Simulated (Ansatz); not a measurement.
Cu: geometry relaxation (part 1 of 2)

Cu (defect cell, 26 atoms in the cell), computed with DFT PBEsol, scalar-relativistic, plane waves, PAW, no spin polarisation (Ansatz 0.2.0).

The structure derives from a Materials Project entry. It belongs to a series of runs on one base structure; here: Cu vacancy (site a), charge +0, atoms relaxed at the host's cell. Figures and captions count atoms from 1; the log counts them from 0 in places.

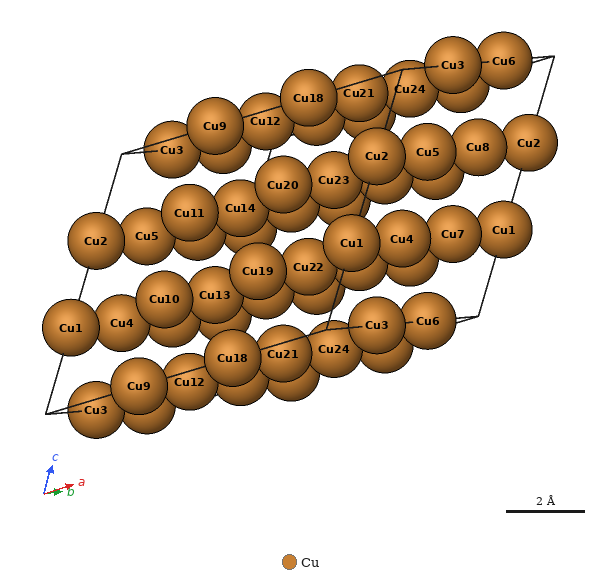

Fig. 1: The structure as given in the input (spheres-only view of the cell of the calculation, seen at an oblique angle; atoms are numbered from 1 in the order of the input).

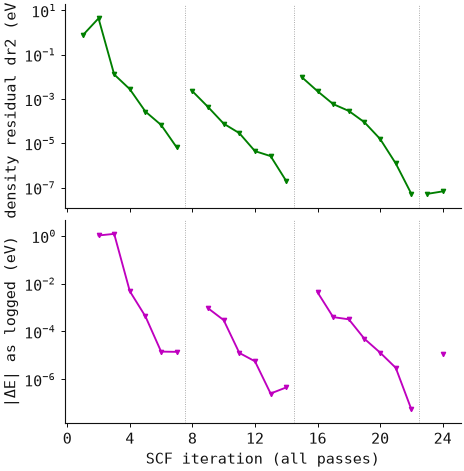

Fig. 2: Convergence of the self-consistent field: density residual dr2 and size of the energy change against the SCF iteration. The dotted lines part the SCF passes of the relaxation: geometry steps, rejected trials and re-solves on a re-selected basis. The passes take 7, 7, 8 and 2 iterations.

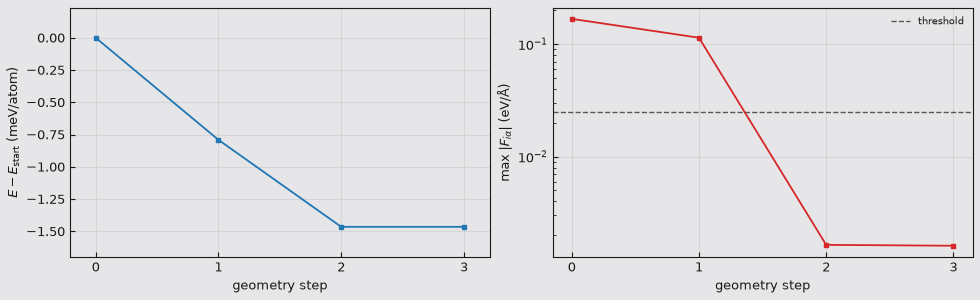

Fig. 3: Progress of the relaxation, step by step (the first geometry is step 0 here and step 1 in the log).

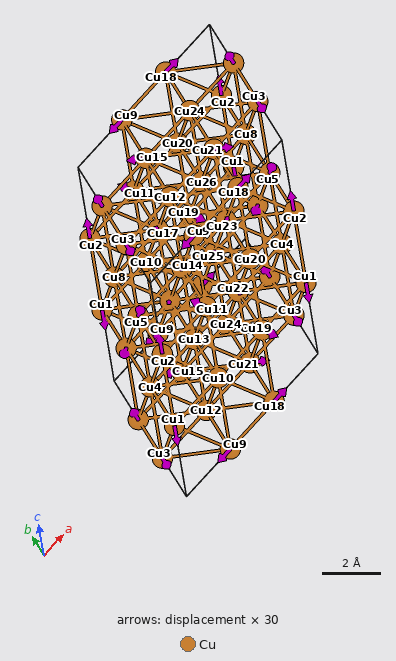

Fig. 4: The starting structure with the displacements as pink arrows, magnified 30 times (ball-and-stick view of the cell of the calculation, seen at an oblique angle). The largest moves, 0.025 Å, are those of 12 atoms (Cu1, Cu2, Cu3, Cu5 and others). The cell doesn't change. Among the contacts that change: Cu11–Cu19 2.520 → 2.571 Å, Cu11–Cu15 2.520 → 2.494 Å, Cu10–Cu11 2.520 → 2.533 Å. After 3 geometry steps the energy has fallen by 1.5 meV per atom. The largest force component goes from 0.17 to 0.0016 eV/Å. (Atoms are counted from 1 in the order of the input.)

The input and output of the run follow.

### The input
```yaml
crystal:
  lattice:
    - [0.0, 5.3451185674, 5.3451185674]
    - [5.3451185674, 0.0, 5.3451185674]
    - [5.3451185674, 5.3451185674, 0.0]
  atoms:
    - { symbol: Cu, position: [0.0, 0.0, 0.3333333333] }
    - { symbol: Cu, position: [0.0, 0.0, 0.6666666667] }
    - { symbol: Cu, position: [0.0, 0.3333333333, 0.0] }
    - { symbol: Cu, position: [0.0, 0.3333333333, 0.3333333333] }
    - { symbol: Cu, position: [0.0, 0.3333333333, 0.6666666667] }
    - { symbol: Cu, position: [0.0, 0.6666666667, 0.0] }
    - { symbol: Cu, position: [0.0, 0.6666666667, 0.3333333333] }
    - { symbol: Cu, position: [0.0, 0.6666666667, 0.6666666667] }
    - { symbol: Cu, position: [0.3333333333, 0.0, 0.0] }
    - { symbol: Cu, position: [0.3333333333, 0.0, 0.3333333333] }
    - { symbol: Cu, position: [0.3333333333, 0.0, 0.6666666667] }
    - { symbol: Cu, position: [0.3333333333, 0.3333333333, 0.0] }
    - { symbol: Cu, position: [0.3333333333, 0.3333333333, 0.3333333333] }
    - { symbol: Cu, position: [0.3333333333, 0.3333333333, 0.6666666667] }
    - { symbol: Cu, position: [0.3333333333, 0.6666666667, 0.0] }
    - { symbol: Cu, position: [0.3333333333, 0.6666666667, 0.3333333333] }
    - { symbol: Cu, position: [0.3333333333, 0.6666666667, 0.6666666667] }
    - { symbol: Cu, position: [0.6666666667, 0.0, 0.0] }
    - { symbol: Cu, position: [0.6666666667, 0.0, 0.3333333333] }
    - { symbol: Cu, position: [0.6666666667, 0.0, 0.6666666667] }
    - { symbol: Cu, position: [0.6666666667, 0.3333333333, 0.0] }
    - { symbol: Cu, position: [0.6666666667, 0.3333333333, 0.3333333333] }
    - { symbol: Cu, position: [0.6666666667, 0.3333333333, 0.6666666667] }
    - { symbol: Cu, position: [0.6666666667, 0.6666666667, 0.0] }
    - { symbol: Cu, position: [0.6666666667, 0.6666666667, 0.3333333333] }
    - { symbol: Cu, position: [0.6666666667, 0.6666666667, 0.6666666667] }
basis:
  ecutwfc: 420
  xc_grid: 2
kpoints:
  mp_grid: { grid: [4, 4, 4], shift: [0.0, 0.0, 0.0] }
hamiltonian:
  xc: pbesol
scf:
  occupations: { method: gaussian, width: 0.1 }
output:
  forces: true
  stress: false
  eigenvalues: true
relax:
  adjacent_minimum: "off"
  f_tol: 0.025
  max_steps: 45
```

Run as:
```bash
ansatz run input.yaml --threads 4 --pin off --max-ram 8192MiB --backend cpu --events-out ev --progress --plain --runs-dir out
```

### Log
```
Engine: ansatz 0.2.0, x86_64-unknown-linux-gnu
Pseudopotentials: kind: paw
Pseudopotential: Cu, paw, valence charge 19, recommended cutoff 420 eV (normal), Cu.paw.azcp
Functional definition: PBEsol
  exchange = pbesol_x
  correlation = pbesol_c
Crystal: 26 atoms, lattice volume = 305.423 Å³
Basis set: ecut = 420 eV, 5961 PW (Γ), exchange–correlation on 108×108×108 points (8 copies of the dense FFT grid, shifted against one another)
Bands: 297, of which v1, the nominal top of the filled ones, is band 247 counted from 1 (246 counted from 0)
Symmetry: 48 space group operations
Space group: Fm-3m (ITA 225), of the structure as read, at distance tolerance 6.7e-5 Å
k-points: 8 of 64
Non-local potential: Cu, projectors of the file, l = 0: 3, l = 1: 2, l = 2: 3, l = 3: 1
PAW form: soft (Blöchl's): semilocal exchange-correlation on the pseudo side does not see the compensation charge
PAW frozen core: Cu, regenerated for the run's functional, and the local potential with it (the file was generated under x = pbe(κ = 0.804, μ = 0.2195149727645171), c = pbe(β = 0.06672455060314922))
PAW one-centre angular grid: Cu, 590 points (default); XC on 64 Gauss nodes
Initial density: superposition of atomic densities (neutral atoms: chi_scale 0, normalization atom), corrected by the library's trained network
Initial wavefunctions: pseudopotential atomic-orbital guess
Functional: x = pbesol(κ = 0.804, μ = 0.12345679012345678), c = pbesol(β = 0.046)
SCF iter   1: F=—  HF=-171306.812936 eV  |F-HF|=—  |Δ(HF+E_count)|=         —  Δρ=2.17e-2  dr2=7.60e-1  ethr=1.77e-3  ⟨swp⟩=4.9  Hψ=7574  notcnv=0  defer=158
preconditioner: auto → LDOS  [metal: Δε(μ)=0.016 eV  Ē_g=10.184 eV  σ=0.100 eV  W_gap=0.09  n_scr=136 (ndim 8)  ℏωp=35.9 eV  f_vac=0.017  D(μ)=16.44/eV (n_scr^D=168)  β→1.0]
SCF iter   2: F=—  HF=-171307.849336 eV  |F-HF|=—  |Δ(HF+E_count)|=    1.04e0  Δρ=5.22e-2  dr2=4.35e0  ethr=1.54e-4  ⟨swp⟩=2.2  Hψ=4796  notcnv=0  defer=323
SCF iter   3: F=—  HF=-171306.643838 eV  |F-HF|=—  |Δ(HF+E_count)|=    1.21e0  Δρ=2.74e-3  dr2=1.28e-2  ethr=1.54e-4  ⟨swp⟩=2.2  Hψ=4198  notcnv=0  defer=323
SCF iter   4: F=—  HF=-171306.639013 eV  |F-HF|=—  |Δ(HF+E_count)|=   4.83e-3  Δρ=1.16e-3  dr2=2.76e-3  ethr=2.58e-6  ⟨swp⟩=2.0  Hψ=3729  notcnv=0  defer=323
SCF iter   5: F=—  HF=-171306.638588 eV  |F-HF|=—  |Δ(HF+E_count)|=   4.26e-4  Δρ=2.53e-4  dr2=2.69e-4  ethr=5.58e-7  ⟨swp⟩=2.0  Hψ=3108  notcnv=0  defer=323
SCF iter   6: F=—  HF=-171306.638573 eV  |F-HF|=—  |Δ(HF+E_count)|=   1.44e-5  Δρ=1.89e-4  dr2=6.73e-5  ethr=5.44e-8  ⟨swp⟩=2.0  Hψ=3191  notcnv=0  defer=323
SCF iter   7: F=-171306.638551 eV  HF=-171306.638559 eV  |F-HF|=7.61e-6  |Δ(HF+E_count)|=   1.41e-5  Δρ=5.79e-5  dr2=6.47e-6  ethr=3.16e-9  ⟨swp⟩=8.4  Hψ=12403  notcnv=0
SCF 1 converged in 7 iterations: F = -171306.638551 eV  dr2 = 6.47e-6
  greatest PAW one-centre occupation: 1.000 electrons in one spin orbital (limit 2), on the Cu atom at site 17 (counted from 0), in its partial waves of l = 0
relax step   1: F+E_penalty+E_count = -171306.63855142 eV  Δ(F+E_penalty+E_count) = +0.000e0 eV  max|allowed force component| = 1.684e-1 eV/Å  Δτ_max = 0.0000 Å  (7 SCF iters, dr2 threshold 1.56e-5 eV, accepted)
Initial density: handed on by an earlier stage of this run
Initial wavefunctions: those handed on with the density
iter 1 solved again at ethr=4.47e-7 eV; its pass at ethr=3.10e-3 eV (dr2=2.21e-3 eV) is discarded
SCF iter   1: F=—  HF=-171306.660380 eV  |F-HF|=—  |Δ(HF+E_count)|=         —  Δρ=1.40e-3  dr2=2.24e-3  ethr=4.47e-7  ⟨swp⟩=2.2  Hψ=6859  notcnv=0  defer=323
preconditioner: auto → LDOS  [metal: Δε(μ)=0.006 eV  Ē_g=10.272 eV  σ=0.100 eV  W_gap=0.04  n_scr=136 (ndim 8)  ℏωp=35.9 eV  f_vac=0.016  D(μ)=15.82/eV (n_scr^D=168)  β→1.0]
SCF iter   2: F=—  HF=-171306.659439 eV  |F-HF|=—  |Δ(HF+E_count)|=   9.41e-4  Δρ=2.98e-4  dr2=4.36e-4  ethr=4.47e-7  ⟨swp⟩=2.0  Hψ=3889  notcnv=0  defer=323
SCF iter   3: F=—  HF=-171306.659140 eV  |F-HF|=—  |Δ(HF+E_count)|=   2.99e-4  Δρ=1.60e-4  dr2=7.70e-5  ethr=8.83e-8  ⟨swp⟩=2.0  Hψ=3320  notcnv=0  defer=323
SCF iter   4: F=—  HF=-171306.659128 eV  |F-HF|=—  |Δ(HF+E_count)|=   1.27e-5  Δρ=1.25e-4  dr2=2.87e-5  ethr=1.56e-8  ⟨swp⟩=2.0  Hψ=3861  notcnv=0  defer=323
SCF iter   5: F=—  HF=-171306.659122 eV  |F-HF|=—  |Δ(HF+E_count)|=   5.67e-6  Δρ=2.72e-5  dr2=4.43e-6  ethr=5.82e-9  ⟨swp⟩=2.0  Hψ=3143  notcnv=0  defer=323
SCF iter   6: F=—  HF=-171306.659122 eV  |F-HF|=—  |Δ(HF+E_count)|=   2.55e-7  Δρ=3.14e-5  dr2=2.64e-6  ethr=3.59e-10  ⟨swp⟩=9.0  Hψ=9768  notcnv=0
SCF iter   7: F=-171306.659121 eV  HF=-171306.659121 eV  |F-HF|=1.68e-7  |Δ(HF+E_count)|=   4.58e-7  Δρ=7.24e-6  dr2=1.98e-7  ethr=3.59e-10  ⟨swp⟩=3.1  Hψ=6275  notcnv=0
SCF 2 converged in 7 iterations: F = -171306.659121 eV  dr2 = 1.98e-7
relax step   2: F+E_penalty+E_count = -171306.65912111 eV  Δ(F+E_penalty+E_count) = -2.057e-2 eV  max|allowed force component| = 1.144e-1 eV/Å  Δτ_max = 0.0081 Å  (7 SCF iters, dr2 threshold 1.77e-6 eV, accepted)
SCF iter   1: F=—  HF=-171306.681782 eV  |F-HF|=—  |Δ(HF+E_count)|=         —  Δρ=2.96e-3  dr2=9.57e-3  ethr=2.00e-5  ⟨swp⟩=3.0  Hψ=4126  notcnv=0  defer=323
preconditioner: auto → LDOS  [metal: Δε(μ)=0.011 eV  Ē_g=10.270 eV  σ=0.100 eV  W_gap=0.06  n_scr=136 (ndim 8)  ℏωp=35.9 eV  f_vac=0.015  D(μ)=15.52/eV (n_scr^D=136)  β→1.0]
SCF iter   2: F=—  HF=-171306.677431 eV  |F-HF|=—  |Δ(HF+E_count)|=   4.35e-3  Δρ=8.09e-4  dr2=2.24e-3  ethr=1.94e-6  ⟨swp⟩=2.0  Hψ=4175  notcnv=0  defer=323
SCF iter   3: F=—  HF=-171306.677031 eV  |F-HF|=—  |Δ(HF+E_count)|=   4.00e-4  Δρ=5.74e-4  dr2=5.87e-4  ethr=4.53e-7  ⟨swp⟩=2.0  Hψ=3228  notcnv=0  defer=323
SCF iter   4: F=—  HF=-171306.676708 eV  |F-HF|=—  |Δ(HF+E_count)|=   3.23e-4  Δρ=3.99e-4  dr2=2.88e-4  ethr=1.19e-7  ⟨swp⟩=2.0  Hψ=3966  notcnv=0  defer=323
SCF iter   5: F=—  HF=-171306.676659 eV  |F-HF|=—  |Δ(HF+E_count)|=   4.93e-5  Δρ=2.11e-4  dr2=8.85e-5  ethr=5.82e-8  ⟨swp⟩=2.0  Hψ=2599  notcnv=0  defer=323
SCF iter   6: F=—  HF=-171306.676646 eV  |F-HF|=—  |Δ(HF+E_count)|=   1.31e-5  Δρ=7.97e-5  dr2=1.57e-5  ethr=1.79e-8  ⟨swp⟩=2.0  Hψ=3087  notcnv=0  defer=323
SCF iter   7: F=—  HF=-171306.676643 eV  |F-HF|=—  |Δ(HF+E_count)|=   3.02e-6  Δρ=1.85e-5  dr2=1.23e-6  ethr=3.19e-9  ⟨swp⟩=2.0  Hψ=3127  notcnv=0  defer=323
SCF iter   8: F=-171306.676643 eV  HF=-171306.676643 eV  |F-HF|=4.44e-8  |Δ(HF+E_count)|=   5.49e-8  Δρ=4.26e-6  dr2=5.19e-8  ethr=1.65e-10  ⟨swp⟩=8.6  Hψ=8952  notcnv=0
SCF 3 converged in 8 iterations: F = -171306.676643 eV  dr2 = 5.19e-8
  greatest PAW one-centre occupation: 1.000 electrons in one spin orbital (limit 2), on the Cu atom at site 20 (counted from 0), in its partial waves of l = 0
relax step   3: F+E_penalty+E_count = -171306.67664289 eV  Δ(F+E_penalty+E_count) = -1.752e-2 eV  max|allowed force component| = 1.639e-3 eV/Å  Δτ_max = 0.0173 Å  (8 SCF iters, dr2 threshold 8.18e-7 eV, accepted)
iter 1 solved again at ethr=1.05e-11 eV; its pass at ethr=3.10e-3 eV (dr2=5.19e-8 eV) is discarded
SCF iter   1: F=—  HF=-171306.676654 eV  |F-HF|=—  |Δ(HF+E_count)|=         —  Δρ=4.26e-6  dr2=5.19e-8  ethr=1.05e-11  ⟨swp⟩=1.0  Hψ=5536  notcnv=0
preconditioner: auto → LDOS  [metal: Δε(μ)=0.010 eV  Ē_g=10.264 eV  σ=0.100 eV  W_gap=0.05  n_scr=136 (ndim 8)  ℏωp=35.9 eV  f_vac=0.014  D(μ)=15.52/eV (n_scr^D=136)  β→1.0]
SCF iter   2: F=-171306.676643 eV  HF=-171306.676643 eV  |F-HF|=8.37e-8  |Δ(HF+E_count)|=   1.10e-5  Δρ=6.20e-6  dr2=6.75e-8  ethr=1.05e-11  ⟨swp⟩=3.2  Hψ=6553  notcnv=0
SCF 4 converged in 2 iterations: F = -171306.676643 eV  dr2 = 6.75e-8
  greatest PAW one-centre occupation: 1.000 electrons in one spin orbital (limit 2), on the Cu atom at site 6 (counted from 0), in its partial waves of l = 0
relax step   4: F+E_penalty+E_count = -171306.67664287 eV  Δ(F+E_penalty+E_count) = +1.927e-8 eV  max|allowed force component| = 1.610e-3 eV/Å  Δτ_max = 0.0000 Å  (2 SCF iters, accepted)
SCF converged after 2 iterations
Free energy (F): -171306.676643 eV
Harris-Foulkes:  -171306.676643 eV  (|F-HF|=8.37e-8)
Internal energy: -171306.599053 eV  (E = F + TS)
E sigma→0 (E₀):  -171306.637848 eV
Entropy (-TS):   -0.077590 eV (-2.984 meV/atom)
Fermi energy:    16.614281 eV
--- Per-component energies (eV) ---
  E_band       = -9372.218268
  E_kinetic    = 7810.554551
  E_local      = -106914.560804  (includes V_loc(G=0)·N_el)
  E_nonlocal   = 10170.853401
  E_hartree    = 47116.943503
  E_xc         = -2319.252864
  E_vxc        = -3006.226713  (∫ρ·V_xc dr)
  E_paw        = -42274.777245  (= ΣΔE_a)
  E_vpaw       = -11666.699376  (= ΣTr[D̂ρ^β])
  E_aug_tail   = 0.005692  (compensation charges beyond the density's cutoff)
  E_ewald      = -84901.726543
  E_core_change = 5.361257  (= ΣΔE_core)
  E_smearing   = -0.077590  (= −TS)
  E_closure    = 0.000000  (closes the sum)
  Σ components = -171306.676643   (vs F -171306.676643, Δ=0.00e0)
--- Forces (eV/Å), atoms counted from 1 ---
  atom   1  Cu    -0.00160982    -0.00160982     0.00000000
  atom   2  Cu     0.00160982     0.00160982    -0.00000000
  atom   3  Cu    -0.00160982     0.00000000    -0.00160982
  atom   4  Cu    -0.00159674     0.00159674     0.00159674
  atom   5  Cu     0.00000000     0.00160982    -0.00160982
  atom   6  Cu     0.00160982    -0.00000000     0.00160982
  atom   7  Cu    -0.00000000    -0.00160982     0.00160982
  atom   8  Cu     0.00159674    -0.00159674    -0.00159674
  atom   9  Cu    -0.00000000    -0.00160982    -0.00160982
  atom  10  Cu     0.00159674    -0.00159674     0.00159674
  atom  11  Cu     0.00160982    -0.00000000    -0.00160982
  atom  12  Cu     0.00159674     0.00159674    -0.00159674
  atom  13  Cu    -0.00159674    -0.00159674    -0.00159674
  atom  14  Cu     0.00000000    -0.00000000     0.00143577
  atom  15  Cu     0.00160982    -0.00160982     0.00000000
  atom  16  Cu    -0.00000000     0.00143577    -0.00000000
  atom  17  Cu    -0.00143577    -0.00000000     0.00000000
  atom  18  Cu     0.00000000     0.00160982     0.00160982
  atom  19  Cu    -0.00160982     0.00000000     0.00160982
  atom  20  Cu    -0.00159674     0.00159674    -0.00159674
  atom  21  Cu    -0.00160982     0.00160982    -0.00000000
  atom  22  Cu     0.00143577     0.00000000     0.00000000
  atom  23  Cu     0.00000000    -0.00143577     0.00000000
  atom  24  Cu    -0.00159674    -0.00159674     0.00159674
  atom  25  Cu     0.00000000    -0.00000000    -0.00143577
  atom  26  Cu     0.00159674     0.00159674     0.00159674
  max |Σ_I F_I| component: 1.06e-17 eV/Å
--- Band table (eV; the first three rows and the last of 8) ---
  k-point 0: bands = ["-95.6723", "-95.6687", "-95.6644", "-95.6644", "-95.6644", "-95.6632", "-95.6632", "-95.6632", "-95.6606", "-95.6569", ... 87 levels left out ..., "-53.0333", "-53.0294", "-53.0294", "-53.0294", "-53.0134", "-53.0134", "-53.0134", "7.1289", "10.4184", "10.5057", "10.5057", "10.5057", "10.5418", "10.5418", "10.5418", "10.8248", "11.2312", "11.2312", "11.2312", "11.3099", "11.3099", "11.8183", "12.4309", "12.4309", "12.4309", "12.4473", "12.4473", "12.4614", "12.4775",
      "12.4775", "12.4775", "12.5143", "12.5143", "12.5145", "12.5145", "12.5145", "12.6259", "12.6259", "12.6259", "12.6368", "12.6582", "12.6582", "12.6582", "12.7811", "12.7811", "12.7811", "12.7982", "12.8433", "12.8433", "12.8433", "13.0086", "13.0086", "13.4084", "13.4084", "13.4084", "13.4093", "13.4810", "13.4810", "13.4877", "13.4877", "13.4877", "13.4877", "13.4877", "13.4877", "13.5810", "13.5810", "13.5810", "13.5978", "13.6271",
      "13.6271", "13.6271", "13.6560", "13.6560", "13.6601", "13.6633", "13.6633", "13.6633", "13.6886", "13.6886", "13.6886", "13.7033", "13.7033", "13.7033", "13.8120", "13.8120", "13.8120", "13.9673", "13.9673", "14.2953", "14.2953", "14.2953", "14.3781", "14.3781", "14.3781", "14.3824", "14.3992", "14.3992", "14.3992", "14.4779", "14.4779", "14.4779", "14.4814", "14.4814", "14.5268", "14.5268", "14.6942", "14.6942", "14.7002", "14.7002",
      "14.7002", "14.7195", "14.7195", "14.7195", "14.7527", "14.7527", "14.7527", "14.7555", "14.7555", "14.7555", "14.7558", "14.7558", "14.7558", "14.7669", "14.7669", "14.8198", "14.8198", "14.8198", "14.8282", "14.8282", "14.8282", "14.8395", "14.8395", "14.8395", "14.8818", "14.8818", "14.8818", "14.8831", "14.8831", "14.8854", "14.8854", "14.8981", "14.9046", "14.9046", "14.9046", "14.9209", "14.9209", "14.9209", "14.9595", "14.9670",
      "14.9670", "14.9670", "14.9855", "19.9522", "19.9522", "19.9522", "20.0386", "20.0386", "20.1175", "20.1175", "20.1175", "20.3969", "20.3969", "20.3969", "20.4983", "22.7599", "22.7663", "22.7663", "22.7663", "22.7777", "22.7777", "22.7777", "22.8274", "22.8274", "23.4274", "23.4274", "23.4274", "25.4703", "25.4703", "25.4703", "25.5155", "25.5155", "25.5155", "25.5269", "25.5269", "25.5654", "25.5774", "25.6020", "25.6020", "25.6020",
      "25.6651", "25.6651", "25.6651", "25.8839", "25.8839", "25.8839", "26.6806", "30.8179", "30.8179", "30.8179", "30.8512"]
```
